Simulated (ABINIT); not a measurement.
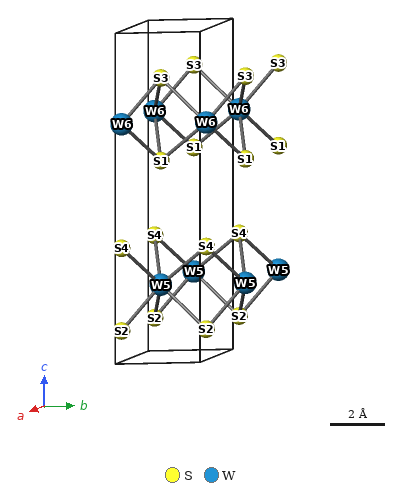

Figure 1. The structure (ball-and-stick view of the cell of the calculation, repeated 2 × 2 × 1, seen slightly off an axis; atoms are numbered from 1 in the order of the input).

## Run report: WS₂, dielectric calculation (part 1 of 3)

The run: dielectric calculation of WS₂ (P6₃/mmc, 6 atoms in the cell). Method and program: Kohn-Sham DFT of a periodic cell, LDA, PseudoDojo NC SR LDA v0.4.1 standard, no spin polarisation (ABINIT 10.8.3).

The structure derives from an entry of the Crystallography Open Database.

### The input
```
# Datasets
ndtset 3

# Pseudopotentials
pp_dirpath "./"
pseudos "S.upf, W.upf"

# Structure
acell 3*1.0
rprim
     6.0093290763     0.0000000000     0.0000000000
    -3.0046645382     5.2042316397     0.0000000000
     0.0000000000     0.0000000000    23.6215765578
ntypat 2
znucl 16 74
natom 6
typat 1 1 1 1 2 2
xred
            1/3            2/3            5/8
            2/3            1/3            1/8
            1/3            2/3            7/8
            2/3            1/3            3/8
            1/3            2/3            1/4
            2/3            1/3            3/4

# Plane-wave basis
ecut 952.398519 eV

# k points
ngkpt 8 8 4
nshiftk 1
shiftk 0.0 0.0 0.5

# Exchange and correlation
ixc 7

# Bands and occupations
nband 26
occopt 1

# SCF cycle
nstep 80
diemac 6.0

# Output
prteig 0
prtebands 0
prtwf 0
prtden 0
prtpot 0

# Dataset 1: ground state
kptopt1 1
tolvrs1 1.0e-15
prtwf1 1

# Dataset 2: derivatives of the wave functions by k
iscf2 -3
rfelfd2 2
rfdir2 1 1 1
getwfk2 1
kptopt2 2
nqpt2 1
qpt2 0.0 0.0 0.0
tolwfr2 1.0e-18
prtwf2 1

# Dataset 3: response at q = 0 to electric field
rfelfd3 3
rfdir3 1 1 1
getwfk3 1
getddk3 2
kptopt3 2
nqpt3 1
qpt3 0.0 0.0 0.0
tolvrs3 1.0e-9
```

### File mrgddb.in
```
merged_DDB
WS2
2
runo_DS1_DDB
runo_DS3_DDB
```

### File anaddb.abi
```
ddb_filepath "merged_DDB"
output_file "anaddb.abo"
outdata_prefix "ana"
asr 1
chneut 1
dipdip 1
dieflag 2
enunit 0
```

Command:
```bash
abinit run.abi > log 2>&1
mrgddb < mrgddb.in > mrgddb.log 2>&1
anaddb anaddb.abi > anaddb.log 2>&1
```

### What the program printed
```
.Version 10.8.3 of ABINIT
 DATASET    1 : space group P6_3/m m c (#194); Bravais hP (primitive hexag.)
================================================================================
 Values of the parameters that define the memory need for DATASET  1.
     intxc =       0    ionmov =       0      iscf =       7    lmnmax =       8
     lnmax =       8     mgfft =     128  mpssoang =       4    mqgrid =    6291
     natom =       6  nloc_mem =       1    nspden =       1   nspinor =       1
    nsppol =       1      nsym =      24    n1xccc =    2501    ntypat =       2
    occopt =       1   xclevel =       1
       mpw =        7334          nfft =      165888          nkpt =          20
================================================================================
================================================================================

 DATASET    2 : space group P6_3/m m c (#194); Bravais hP (primitive hexag.)
================================================================================
 Values of the parameters that define the memory need for DATASET  2 (RF).
     intxc =       0      iscf =      -3    lmnmax =       8     lnmax =       8
     mgfft =     128  mpssoang =       4    mqgrid =    6291     natom =       6
  nloc_mem =       1    nspden =       1   nspinor =       1    nsppol =       1
      nsym =      24    n1xccc =    2501    ntypat =       2    occopt =       1
   xclevel =       1
      nfft =      165888          nkpt =         128
================================================================================
================================================================================

 DATASET    3 : space group P6_3/m m c (#194); Bravais hP (primitive hexag.)
================================================================================
 Values of the parameters that define the memory need for DATASET  3 (RF).
     intxc =       0      iscf =       7    lmnmax =       8     lnmax =       8
     mgfft =     128  mpssoang =       4    mqgrid =    6291     natom =       6
  nloc_mem =       1    nspden =       1   nspinor =       1    nsppol =       1
      nsym =      24    n1xccc =    2501    ntypat =       2    occopt =       1
   xclevel =       1
      nfft =      165888          nkpt =         128
================================================================================
================================================================================

--------------------------------------------------------------------------------
------------- Echo of variables that govern the present computation ------------
--------------------------------------------------------------------------------
 -outvars: echo values of preprocessed input variables --------
            acell      1.0000000000E+00  1.0000000000E+00  1.0000000000E+00 Bohr
              amu      3.20660000E+01  1.83850000E+02
           diemac      6.00000000E+00
             ecut      3.50000000E+01 Hartree
           getddk1          0
           getddk2          0
           getddk3          2
           getwfk1          0
           getwfk2          1
           getwfk3          1
             iscf1          7
             iscf2         -3
             iscf3          7
              ixc           7
           jdtset        1    2    3
                       outvar_i_n : Printing only first  50 k-points.
           kptopt1          1
           kptopt2          2
           kptopt3          2
         kptrlatt        8    0    0      0    8    0      0    0    4
          kptrlen      4.80746326E+01
            natom           6
            nband1         26
            nband2         26
            nband3         26
           ndtset           3
            ngfft          36      36     128
             nkpt1         20
             nkpt2        128
             nkpt3        128
             nqpt1          0
             nqpt2          1
             nqpt3          1
            nstep          80
             nsym          24
           ntypat           2
        optdriver1          0
        optdriver2          1
        optdriver3          1
           prtden           0
        prtebands           0
           prteig           0
            prtwf1          1
            prtwf2          1
            prtwf3          0
           rfelfd1          0
           rfelfd2          2
           rfelfd3          3
            rprim      6.0093290763E+00  0.0000000000E+00  0.0000000000E+00
                      -3.0046645382E+00  5.2042316397E+00  0.0000000000E+00
                       0.0000000000E+00  0.0000000000E+00  2.3621576558E+01
           shiftk      0.00000000E+00  0.00000000E+00  5.00000000E-01
          spgroup         194
           tolvrs1     1.00000000E-15
           tolvrs2     0.00000000E+00
           tolvrs3     1.00000000E-09
           tolwfr1     0.00000000E+00
           tolwfr2     1.00000000E-18
           tolwfr3     0.00000000E+00
            typat      1  1  1  1  2  2
                       outvars : Printing only first  50 k-points.
           xangst     -1.7638967459E-11  1.8359738547E+00  7.8124999947E+00
                       1.5899999989E+00  9.1798692737E-01  1.5624999989E+00
                      -1.7638967459E-11  1.8359738547E+00  1.0937499993E+01
                       1.5899999989E+00  9.1798692737E-01  4.6874999968E+00
                      -1.7638967459E-11  1.8359738547E+00  3.1249999979E+00
                       1.5899999989E+00  9.1798692737E-01  9.3749999936E+00
            xcart     -3.3332817642E-11  3.4694877598E+00  1.4763485349E+01
                       3.0046645381E+00  1.7347438799E+00  2.9526970697E+00
                      -3.3332817642E-11  3.4694877598E+00  2.0668879488E+01
                       3.0046645381E+00  1.7347438799E+00  8.8580912092E+00
                      -3.3332817642E-11  3.4694877598E+00  5.9053941395E+00
                       3.0046645381E+00  1.7347438799E+00  1.7716182418E+01
             xred      3.3333333333E-01  6.6666666667E-01  6.2500000000E-01
                       6.6666666667E-01  3.3333333333E-01  1.2500000000E-01
                       3.3333333333E-01  6.6666666667E-01  8.7500000000E-01
                       6.6666666667E-01  3.3333333333E-01  3.7500000000E-01
                       3.3333333333E-01  6.6666666667E-01  2.5000000000E-01
                       6.6666666667E-01  3.3333333333E-01  7.5000000000E-01
            znucl       16.00000   74.00000

================================================================================

 chkinp: Checking input parameters for consistency, jdtset=   1.

 chkinp: Checking input parameters for consistency, jdtset=   2.

 chkinp: Checking input parameters for consistency, jdtset=   3.

================================================================================
== DATASET  1 ==================================================================

--- !DatasetInfo
iteration_state: {dtset: 1, }
dimensions: {natom: 6, nkpt: 20, mband: 26, nsppol: 1, nspinor: 1, nspden: 1, mpw: 7334, }
cutoff_energies: {ecut:  35.0, pawecutdg:  -1.0, }
electrons: {nelect:   5.20000000E+01, charge:   0.00000000E+00, occopt:   1.00000000E+00, tsmear:   1.00000000E-02, }
meta: {optdriver: 0, ionmov: 0, optcell: 0, iscf: 7, paral_kgb: 0, }
...

 Exchange-correlation functional for the present dataset will be:
  LDA: Perdew-Wang 92 LSD fit to Ceperley-Alder data - ixc=7
  J.P.Perdew and Y.Wang, PRB 45, 13244 (1992)

 Real(R)+Recip(G) space primitive vectors, cartesian coordinates (Bohr,Bohr^-1):
 R(1)=  6.0093291  0.0000000  0.0000000  G(1)=  0.1664079  0.0960757  0.0000000
 R(2)= -3.0046645  5.2042316  0.0000000  G(2)=  0.0000000  0.1921513  0.0000000
 R(3)=  0.0000000  0.0000000 23.6215766  G(3)=  0.0000000  0.0000000  0.0423342
 Unit cell volume ucvol=  7.3873978E+02 bohr^3
 Angles (23,13,12)=  9.00000000E+01  9.00000000E+01  1.20000000E+02 degrees

 getcut: wavevector=  0.0000  0.0000  0.0000  ngfft=  36  36 128
         ecut(hartree)=     35.000   => boxcut(ratio)=   2.03471

--- Pseudopotential description ------------------------------------------------
- pspini: atom type   1  psp file is ./S.upf
  16.00000   6.00000  180309                  znucl, zion, pspdat
12 -1012 2 -1 1132                            pspcod,pspxc,lmax,lloc,mmax
     nproj     2     2     2     0

- pspini: atom type   2  psp file is ./W.upf
  74.00000  14.00000  180309                  znucl, zion, pspdat
12 -1012 3 -1 1380                            pspcod,pspxc,lmax,lloc,mmax
     nproj     2     2     2     2

   2.97117756E+03                                ecore*ucvol(ha*bohr**3)
--------------------------------------------------------------------------------

================================================================================

--- !BeginCycle
iteration_state: {dtset: 1, }
solver: {iscf: 7, nstep: 80, nline: 4, wfoptalg: 0, }
tolerances: {tolvrs: 1.00E-15, }
...

     iter   Etot(hartree)      deltaE(h)  residm     vres2
 ETOT  1  -195.82359004030    -1.958E+02 9.175E-02 5.245E+02
 ETOT  2  -195.71073239447     1.129E-01 6.477E-02 7.424E+03
 ETOT  3  -196.24879469861    -5.381E-01 2.303E-02 3.696E+02
 ETOT  4  -196.28193190082    -3.314E-02 4.048E-03 2.340E+01
 ETOT  5  -196.28351903691    -1.587E-03 1.350E-03 2.930E+00
 ETOT  6  -196.28375292126    -2.339E-04 6.140E-05 3.077E-02
 ETOT  7  -196.28376847024    -1.555E-05 2.765E-05 5.590E-04
 ETOT  8  -196.28377088118    -2.411E-06 2.940E-06 8.343E-05
 ETOT  9  -196.28377131848    -4.373E-07 9.636E-07 1.318E-05
 ETOT 10  -196.28377140062    -8.214E-08 1.246E-07 1.950E-06
 ETOT 11  -196.28377141628    -1.566E-08 4.052E-08 5.730E-08
 ETOT 12  -196.28377141928    -2.997E-09 5.337E-09 6.182E-08
 ETOT 13  -196.28377141986    -5.842E-10 1.721E-09 7.827E-10
 ETOT 14  -196.28377141998    -1.157E-10 2.318E-10 2.107E-09
 ETOT 15  -196.28377142000    -2.095E-11 7.364E-11 4.112E-11
 ETOT 16  -196.28377142001    -1.089E-11 1.015E-11 4.212E-12
 ETOT 17  -196.28377142000     5.826E-12 3.161E-12 5.497E-12
 ETOT 18  -196.28377142001    -1.066E-11 4.471E-13 7.835E-13
 ETOT 19  -196.28377142001    -1.791E-12 1.365E-13 2.035E-12
 ETOT 20  -196.28377142000     1.694E-11 1.954E-14 3.060E-13
 ETOT 21  -196.28377142001    -1.583E-11 5.862E-15 3.491E-15
 ETOT 22  -196.28377142000     1.114E-11 8.428E-16 6.359E-14
 ETOT 23  -196.28377142001    -7.219E-12 2.541E-16 1.615E-16

 At SCF step   23       vres2   =  1.62E-16 < tolvrs=  1.00E-15 =>converged.

 Cartesian components of stress tensor (hartree/bohr^3)
  sigma(1 1)=  2.22825554E-04  sigma(3 2)=  0.00000000E+00
  sigma(2 2)=  2.22825554E-04  sigma(3 1)=  0.00000000E+00
  sigma(3 3)=  1.59405211E-04  sigma(2 1)=  5.44492089E-14

--- !ResultsGS
iteration_state: {dtset: 1, }
comment   : Summary of ground state results
lattice_vectors:
- [  6.0093291,   0.0000000,   0.0000000, ]
- [ -3.0046645,   5.2042316,   0.0000000, ]
- [  0.0000000,   0.0000000,  23.6215766, ]
lattice_lengths: [   6.00933,    6.00933,   23.62158, ]
lattice_angles: [ 90.000,  90.000, 120.000, ] # degrees, (23, 13, 12)
lattice_volume:   7.3873978E+02
convergence: {deltae: -7.219E-12, res2:  1.615E-16, residm:  2.541E-16, diffor: null, }
etotal    :  -1.96283771E+02
entropy   :   0.00000000E+00
fermie    :   3.25753567E-01
cartesian_stress_tensor: # hartree/bohr^3
- [  2.22825554E-04,   5.44492089E-14,   0.00000000E+00, ]
- [  5.44492089E-14,   2.22825554E-04,   0.00000000E+00, ]
- [  0.00000000E+00,   0.00000000E+00,   1.59405211E-04, ]
pressure_GPa:  -5.9338E+00
xred      :
- [  3.3333E-01,   6.6667E-01,   6.2500E-01,  S]
- [  6.6667E-01,   3.3333E-01,   1.2500E-01,  S]
- [  3.3333E-01,   6.6667E-01,   8.7500E-01,  S]
- [  6.6667E-01,   3.3333E-01,   3.7500E-01,  S]
- [  3.3333E-01,   6.6667E-01,   2.5000E-01,  W]
- [  6.6667E-01,   3.3333E-01,   7.5000E-01,  W]
cartesian_forces: # hartree/bohr
- [ -4.03269761E-28,  -7.84716273E-28,   7.54057486E-03, ]
- [  4.03269761E-28,   1.98334882E-28,   7.54057486E-03, ]
- [  4.48077512E-29,   6.12251158E-28,  -7.54057486E-03, ]
- [  4.48077512E-29,  -1.12102325E-28,  -7.54057486E-03, ]
- [  4.48077512E-29,   9.48558132E-29,  -1.44560290E-19, ]
- [ -1.34423254E-28,  -8.62325575E-30,  -1.44560290E-19, ]
force_length_stats: {min:   1.44560290E-19, max:   7.54057486E-03, mean:   5.02704990E-03, }
...

 Integrated electronic density in atomic spheres:
 ------------------------------------------------
 Atom  Sphere_radius  Integrated_density
    1        2.00000          3.93989005
    2        2.00000          3.93989005
    3        2.00000          3.93989005
    4        2.00000          3.93989005
    5        2.00000         10.16671219
    6        2.00000         10.16671219
================================================================================

 ----iterations are completed or convergence reached----
```
